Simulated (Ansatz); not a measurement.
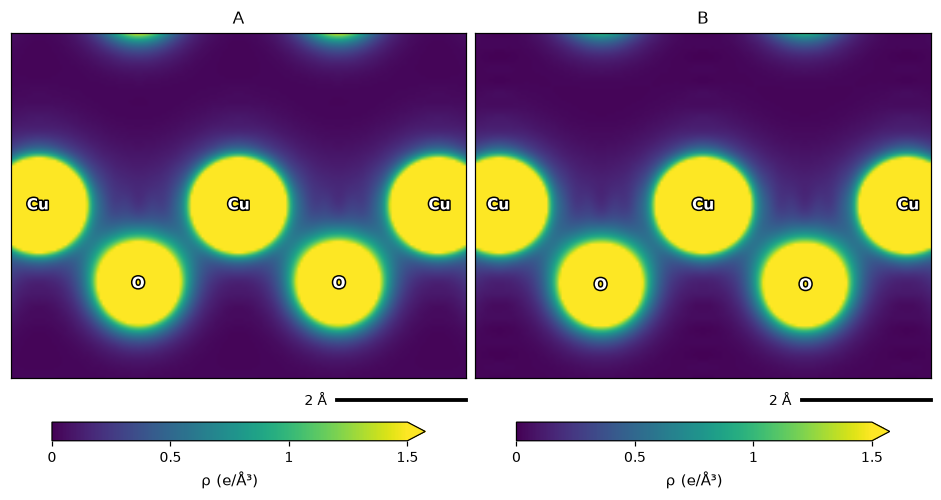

CuO. The valence electron density of two cells that differ in size, on the (010) plane of each (indices in the axes of the calculation cell), at one length scale and on one colour scale: B has 11.7 Å³ an atom and A 11.0.

Theory: Kohn-Sham DFT of a periodic cell, PBE, Ansatz PAW in Ansatz.

The larger cell:

```
CELL_PARAMETERS angstrom
3.17550 0.00000 0.00000
0.00000 3.17550 0.00000
0.00000 0.00000 4.64953
ATOMIC_POSITIONS crystal
Cu 0.00000 0.00000 0.00000
Cu 0.50000 0.50000 0.00000
O 0.50000 0.00000 0.26700
O 0.00000 0.50000 0.73300
```

The smaller cell: a = 3.111 Å, b = 3.111 Å, c = 4.555 Å, α = 90.00°, β = 90.00°, γ = 90.00°.

**What changes from the larger cell to the smaller?**

From the larger cell to the smaller, Cu–O goes from 2.02 to 1.97 Å, and the density at its midpoint from 0.58 to 0.64 e/Å³; the pressure goes from 17 to 30 GPa.
